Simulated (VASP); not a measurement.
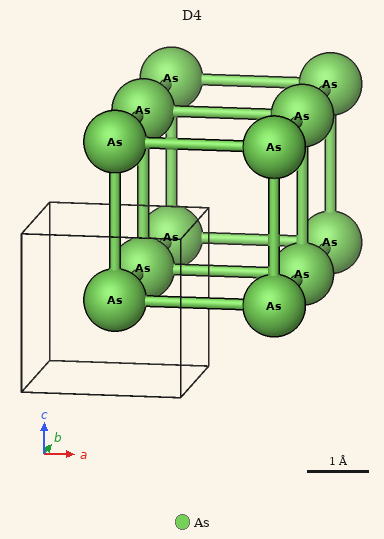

Solid As (set up in Pm-3m), relaxed (cell and atoms) with several dispersion corrections. The picture shows the result with D4. A ball-and-stick model of the cell of the calculation, repeated 2 × 3 × 2 with one cell outlined, seen slightly off an axis.

Computed with VASP 6.6.1: PBEsol, VASP PAW PBE potentials, recommended. Set-up: plane-wave cutoff 600 eV; k-point mesh 10 × 10 × 10; occupations fermi-dirac; smearing width 0.05 eV; no spin polarisation.

```tsv
dispersion correction	volume (Å³/atom)	a (Å)
D3	?	?
D4	19.029	2.670
D3(BJ)	18.780	2.658
rVV10	19.419	2.688
none	19.485	2.691
```

> Fill in the missing row.

With D3 the volume falls between D4 (19.029) and rVV10 (19.419). The calculation gives 19.215 Å³/atom (a = 2.678 Å). In order of volume: D3(BJ) < D4 < D3 < rVV10 < none; the spread is 3.8 %.
